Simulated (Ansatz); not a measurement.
# Geometry relaxation, with input and output: C (part 3 of 3)

The same run, continued: C (R-3m, 4 atoms in the cell); DFT PBE, scalar-relativistic, plane waves, PAW, no spin polarisation (Ansatz 0.2.0); cutoff 420 eV, 18×18×18 k-mesh, Gaussian smearing of 0.01 eV. The structure derives from a Materials Project entry.

Geometry of the input (Å; fractional positions):
```
1.2332  0.7120  8.2826
-1.2332  0.7120  8.2826
0.0000  -1.4240  8.2826
C  0.9128  0.9128  0.9128
C  0.2461  0.2461  0.2461
C  0.7539  0.7539  0.7539
C  0.0872  0.0872  0.0872
```

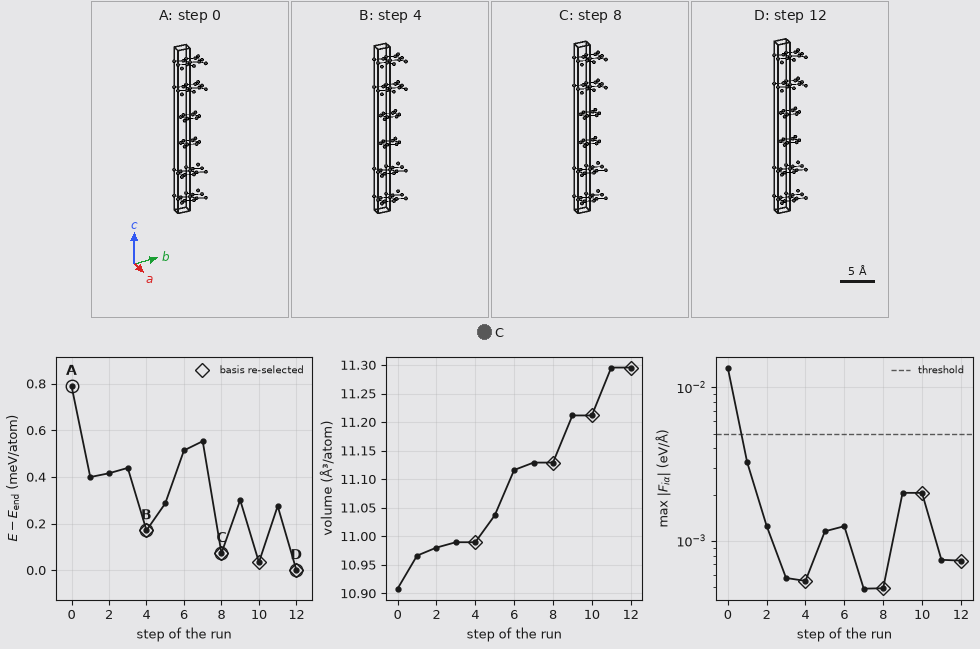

Fig. 1: Frames of the relaxation (ball-and-stick view of the cell 3 times as large as that of the calculation, set on its symmetry axes, repeated 2 × 2 × 1, seen slightly off an axis) above the curves, on which the letters mark them (the first geometry is step 0 here and step 1 in the log).

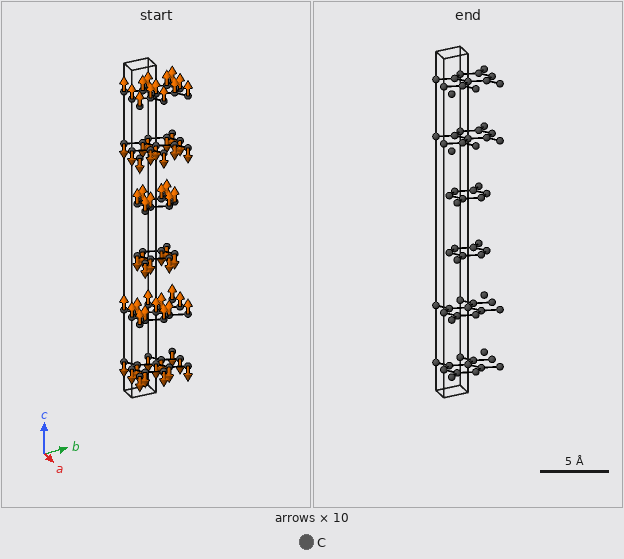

Fig. 2: Before (left) and after (right) the relaxation, at one scale (ball-and-stick view of the cell 3 times as large as that of the calculation, set on its symmetry axes, repeated 2 × 2 × 1, seen slightly off an axis). The orange arrows give the displacements (without the part carried along by the change of the cell), magnified 10 times. The energy falls by 0.5 meV per atom in 8 geometry steps. The largest force component goes from 0.013 to 0.00074 eV/Å. The pressure goes from 0.11 to 0.01 GPa. 3 further SCFs at an unchanged geometry re-selected the plane-wave basis for the new cell. The largest moves relative to the cell, 0.12 Å, are those of C1, C2, C3 and C4. Cell: a = b 2.466 → 2.467 Å (0.0 %), c 24.848 → 25.727 Å (+3.5 %). Volume +3.5 %. The space group stays R-3m (No. 166). The energy change given includes the shifts at the re-selections in mid-walk, which come without any move. A last SCF at the same geometry on a re-selected plane-wave basis shifts the energy by −0.3 meV per atom. (Atoms are counted from 1 in the order of the input.)

```
basis re-selected at this cell: Δ(F+E_penalty+E_count) = -1.102e-3 eV, ΔP = +0.009 GPa vs the last step (what re-selecting the basis moved, of the pressure what is left beyond the Pulay correction that the steps carried, after the strain that the cell walked since its last selection, with what the two solves' SCF thresholds leave and, on support functions, any second-order correction that the steps lacked; it is no measure of the basis error at this ecutwfc). This SCF's stress stands 4.65e-2 GPa from its target on what of the cell is left free (relax.cell.stress_tol is 5.00e-2 GPa) and its largest allowed force component is 7.42e-4 eV/Å (relax.f_tol is 5.00e-3 eV/Å): within both
SCF converged after 6 iterations
Free energy (F): -1003.772618 eV
Harris-Foulkes:  -1003.772618 eV  (|F-HF|=1.22e-11)
Internal energy: -1003.772618 eV  (E = F + TS)
E sigma→0 (E₀):  -1003.772618 eV
Fermi energy:    4.552619 eV
--- Per-component energies (eV) ---
  E_band       = -73.482719
  E_kinetic    = 363.207254
  E_local      = -913.548712  (includes V_loc(G=0)·N_el)
  E_nonlocal   = 109.137017
  E_hartree    = 316.195861
  E_xc         = -191.842262
  E_vxc        = -237.482413  (∫ρ·V_xc dr)
  E_paw        = -397.354096  (= ΣΔE_a)
  E_vpaw       = -27.187619  (= ΣTr[D̂ρ^β])
  E_aug_tail   = 0.000034  (compensation charges beyond the density's cutoff)
  E_ewald      = -289.567713
  E_smearing   = -0.000000  (= −TS)
  E_closure    = 0.000000  (closes the sum)
  Σ components = -1003.772618   (vs F -1003.772618, Δ=0.00e0)
--- Forces (eV/Å), atoms counted from 1 ---
  atom   1  C      0.00000000    -0.00000000    -0.00067592
  atom   2  C      0.00000000     0.00000000     0.00074172
  atom   3  C      0.00000000    -0.00000000    -0.00074172
  atom   4  C      0.00000000     0.00000000     0.00067592
  max |Σ_I F_I| component: 1.08e-19 eV/Å
--- Stress (GPa, compression-positive) ---
       -0.004310      -0.000000       0.000000
       -0.000000      -0.004310      -0.000000
        0.000000      -0.000000       0.046481
  P = ⅓ Tr σ = 0.0126 GPa (0.126 kbar)
--- Band table (eV; the first three rows and the last of 580) ---
  k-point 0: bands = ["-14.9794", "-14.9455", "-3.2898", "-2.8244", "1.5068", "1.5068", "1.5072", "1.5072", "7.6232", "10.8777", "12.8758", "12.8758"]
  k-point 1: bands = ["-14.9065", "-14.8728", "-3.2014", "-2.7387", "1.2082", "1.2092", "1.3501", "1.3506", "7.7201", "10.9607", "12.9064", "12.9137"]
  k-point 2: bands = ["-14.6880", "-14.6550", "-2.9372", "-2.4822", "0.3901", "0.3917", "0.9343", "0.9351", "8.0112", "11.2082", "12.9290", "12.9543"]
  k-point 579: bands = ["-14.9643", "-14.9607", "-3.0832", "-3.0503", "1.5067", "1.5067", "1.5073", "1.5073", "8.8233", "8.9060", "12.8734", "12.8734"]
--- Relaxed structure (9 steps of the walk, 9 accepted, 4 SCFs on fresh bases) ---
  F+E_penalty+E_count = -1003.77261823 eV   max|allowed force component| = 7.417e-4 eV/Å   (the final SCF, on the basis selected at the relaxed cell)
  cell:  # Å, volume = 45.1821 Å³
    - [1.2332581316247717, 0.7120219142738542, 8.575668635422883]
    - [-1.2332581316247717, 0.7120219142738542, 8.575668635422883]
    - [1.3024181421528639e-32, -1.424043828547712, 8.575668635422883]
  atoms:
    - { symbol: C, position: [0.9175619911487143, 0.9175619911487143, 0.9175619911487144] }
    - { symbol: C, position: [0.25089191761074603, 0.25089191761074603, 0.2508919176107461] }
    - { symbol: C, position: [0.7491080823892537, 0.7491080823892537, 0.7491080823892539] }
    - { symbol: C, position: [0.08243800885128547, 0.08243800885128547, 0.08243800885128545] }
```

## Trajectory as extended XYZ (Å, eV, eV/Å), 13 frames, from step=1 to step=13
```
4
Lattice="1.2332 0.7120 8.2826 -1.2332 0.7120 8.2826 0.0000 -1.4240 8.2826" Properties=species:S:1:pos:R:3:forces:R:3 step=1 energy=-1003.76946 pressure_GPa=0.11
C     0.0000    0.0000   22.6818    0.0000   0.0000   0.0057
C     0.0000    0.0000    6.1163    0.0000   0.0000   0.0135
C     0.0000    0.0000   18.7315    0.0000   0.0000  -0.0135
C     0.0000    0.0000    2.1661    0.0000   0.0000  -0.0057
4
Lattice="1.2332 0.7120 8.3261 -1.2332 0.7120 8.3261 0.0000 -1.4240 8.3261" Properties=species:S:1:pos:R:3:forces:R:3 step=2 energy=-1003.77102 pressure_GPa=0.03
C     0.0000    0.0000   22.8970    0.0000   0.0000   0.0032
C     0.0000    0.0000    6.2449    0.0000   0.0000  -0.0001
C     0.0000    0.0000   18.7334    0.0000   0.0000   0.0001
C     0.0000    0.0000    2.0813    0.0000   0.0000  -0.0032
4
Lattice="1.2332 0.7120 8.3365 -1.2332 0.7120 8.3365 0.0000 -1.4240 8.3365" Properties=species:S:1:pos:R:3:forces:R:3 step=3 energy=-1003.77095 pressure_GPa=0.01
C     0.0000    0.0000   22.9449    0.0000   0.0000  -0.0004
C     0.0000    0.0000    6.2718    0.0000   0.0000   0.0013
C     0.0000    0.0000   18.7376    0.0000   0.0000  -0.0013
C     0.0000    0.0000    2.0645    0.0000   0.0000   0.0004
4
Lattice="1.2333 0.7120 8.3435 -1.2333 0.7120 8.3435 0.0000 -1.4240 8.3435" Properties=species:S:1:pos:R:3:forces:R:3 step=4 energy=-1003.77086 pressure_GPa=0.00
C     0.0000    0.0000   22.9720    0.0000   0.0000   0.0005
C     0.0000    0.0000    6.2850    0.0000   0.0000  -0.0006
C     0.0000    0.0000   18.7456    0.0000   0.0000   0.0006
C     0.0000    0.0000    2.0585    0.0000   0.0000  -0.0005
4
Lattice="1.2333 0.7120 8.3435 -1.2333 0.7120 8.3435 0.0000 -1.4240 8.3435" Properties=species:S:1:pos:R:3:forces:R:3 step=5 energy=-1003.77193 pressure_GPa=0.04
C     0.0000    0.0000   22.9720    0.0000   0.0000   0.0005
C     0.0000    0.0000    6.2850    0.0000   0.0000  -0.0005
C     0.0000    0.0000   18.7456    0.0000   0.0000   0.0005
C     0.0000    0.0000    2.0585    0.0000   0.0000  -0.0005
4
Lattice="1.2332 0.7120 8.3793 -1.2332 0.7120 8.3793 0.0000 -1.4240 8.3793" Properties=species:S:1:pos:R:3:forces:R:3 step=6 energy=-1003.77147 pressure_GPa=0.03
C     0.0000    0.0000   23.0792    0.0000   0.0000  -0.0012
C     0.0000    0.0000    6.3206    0.0000   0.0000   0.0001
C     0.0000    0.0000   18.8172    0.0000   0.0000  -0.0001
C     0.0000    0.0000    2.0586    0.0000   0.0000   0.0012
4
Lattice="1.2332 0.7120 8.4397 -1.2332 0.7120 8.4397 0.0000 -1.4240 8.4397" Properties=species:S:1:pos:R:3:forces:R:3 step=7 energy=-1003.77056 pressure_GPa=0.01
C     0.0000    0.0000   23.2454    0.0000   0.0000   0.0004
C     0.0000    0.0000    6.3660    0.0000   0.0000  -0.0012
C     0.0000    0.0000   18.9532    0.0000   0.0000   0.0012
C     0.0000    0.0000    2.0737    0.0000   0.0000  -0.0004
4
Lattice="1.2332 0.7120 8.4495 -1.2332 0.7120 8.4495 0.0000 -1.4240 8.4495" Properties=species:S:1:pos:R:3:forces:R:3 step=8 energy=-1003.77040 pressure_GPa=0.00
C     0.0000    0.0000   23.2672    0.0000   0.0000  -0.0005
C     0.0000    0.0000    6.3681    0.0000   0.0000   0.0000
C     0.0000    0.0000   18.9804    0.0000   0.0000   0.0000
C     0.0000    0.0000    2.0813    0.0000   0.0000   0.0005
4
Lattice="1.2332 0.7120 8.4495 -1.2332 0.7120 8.4495 0.0000 -1.4240 8.4495" Properties=species:S:1:pos:R:3:forces:R:3 step=9 energy=-1003.77233 pressure_GPa=0.03
C     0.0000    0.0000   23.2672    0.0000   0.0000  -0.0005
C     0.0000    0.0000    6.3681    0.0000   0.0000   0.0000
C     0.0000    0.0000   18.9804    0.0000   0.0000   0.0000
C     0.0000    0.0000    2.0813    0.0000   0.0000   0.0005
4
Lattice="1.2332 0.7120 8.5121 -1.2332 0.7120 8.5121 0.0000 -1.4240 8.5121" Properties=species:S:1:pos:R:3:forces:R:3 step=10 energy=-1003.77142 pressure_GPa=0.01
C     0.0000    0.0000   23.4287    0.0000   0.0000   0.0021
C     0.0000    0.0000    6.4045    0.0000   0.0000  -0.0017
C     0.0000    0.0000   19.1319    0.0000   0.0000   0.0017
C     0.0000    0.0000    2.1077    0.0000   0.0000  -0.0021
4
Lattice="1.2332 0.7120 8.5121 -1.2332 0.7120 8.5121 0.0000 -1.4240 8.5121" Properties=species:S:1:pos:R:3:forces:R:3 step=11 energy=-1003.77248 pressure_GPa=0.02
C     0.0000    0.0000   23.4287    0.0000   0.0000   0.0021
C     0.0000    0.0000    6.4045    0.0000   0.0000  -0.0017
C     0.0000    0.0000   19.1319    0.0000   0.0000   0.0017
C     0.0000    0.0000    2.1077    0.0000   0.0000  -0.0021
4
Lattice="1.2333 0.7120 8.5757 -1.2333 0.7120 8.5757 0.0000 -1.4240 8.5757" Properties=species:S:1:pos:R:3:forces:R:3 step=12 energy=-1003.77152 pressure_GPa=0.00
C     0.0000    0.0000   23.6061    0.0000   0.0000  -0.0007
C     0.0000    0.0000    6.4547    0.0000   0.0000   0.0008
C     0.0000    0.0000   19.2723    0.0000   0.0000  -0.0008
C     0.0000    0.0000    2.1209    0.0000   0.0000   0.0007
4
Lattice="1.2333 0.7120 8.5757 -1.2333 0.7120 8.5757 0.0000 -1.4240 8.5757" Properties=species:S:1:pos:R:3:forces:R:3 step=13 energy=-1003.77262 pressure_GPa=0.01
C     0.0000    0.0000   23.6061    0.0000   0.0000  -0.0007
C     0.0000    0.0000    6.4547    0.0000   0.0000   0.0007
C     0.0000    0.0000   19.2723    0.0000   0.0000  -0.0007
C     0.0000    0.0000    2.1209    0.0000   0.0000   0.0007
```

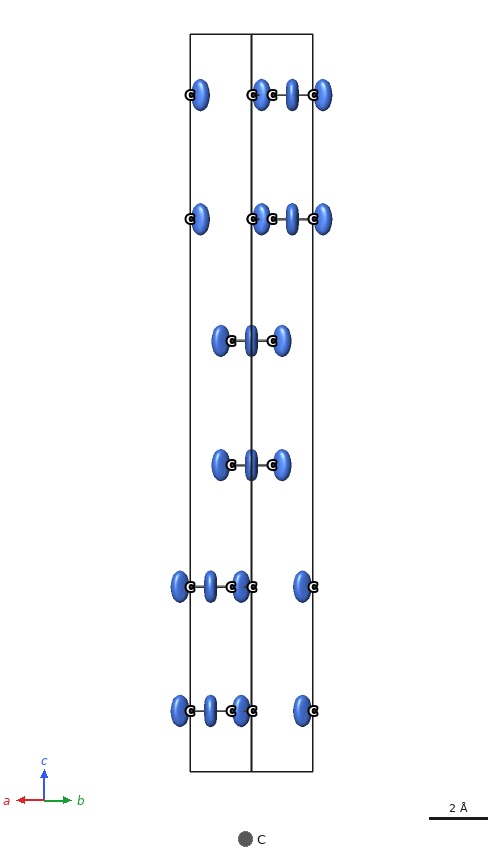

Fig. 3: Isosurface of the ELF at 0.85 (blue), seen along [110]. Only the valence region is drawn (cores and ρ < 0.01 e/Å³ removed). Sticks mark near contacts. The outline is the cell set on symmetry axes. The ELF exceeds this value in 18 regions between bonded C–C atoms (shared pairs), counted in one cell of 12 atoms.  Values along the shortest contacts: Core electrons are frozen (PAW), so the fields are smoothed inside the atomic spheres.

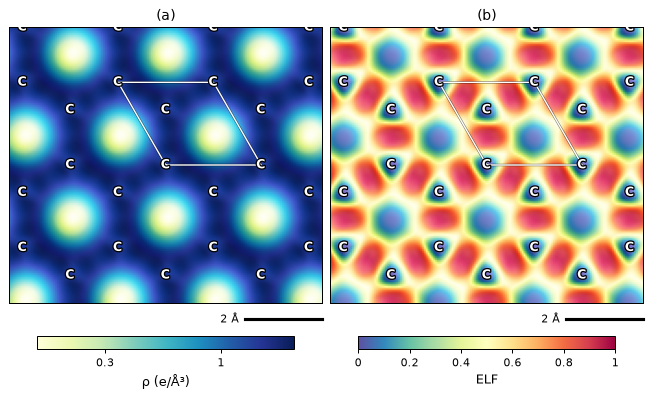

Fig. 4: (a) valence pseudo-density; (b) electron localisation function on the (001) plane of the conventional cell. Atoms in the plane: C. Away from the nuclei the density in this plane falls to 0.15 e/Å³ at its lowest.

## Summary

```tsv
quantity	value
outcome	converged
space group (tolerance 0.01 Å)	R-3m (166)
electrons treated	16
free energy	−1003.7726 eV
Fermi energy	4.553 eV
gap on the k-point mesh	0.07 eV
pressure	0.01 GPa
final volume	45.18 Å³
largest force (length of the vector) at the end	0.001 eV/Å
final cell	a = 8.693 Å, b = 8.693 Å, c = 8.693 Å, α = 16.31°, β = 16.31°, γ = 16.31°
hardware	4 threads of Intel Xeon (Granite Rapids), 32 GiB of memory available, shared host
wall time	40 s (CPU time 2.6 min)
peak memory	0.67 GiB
```
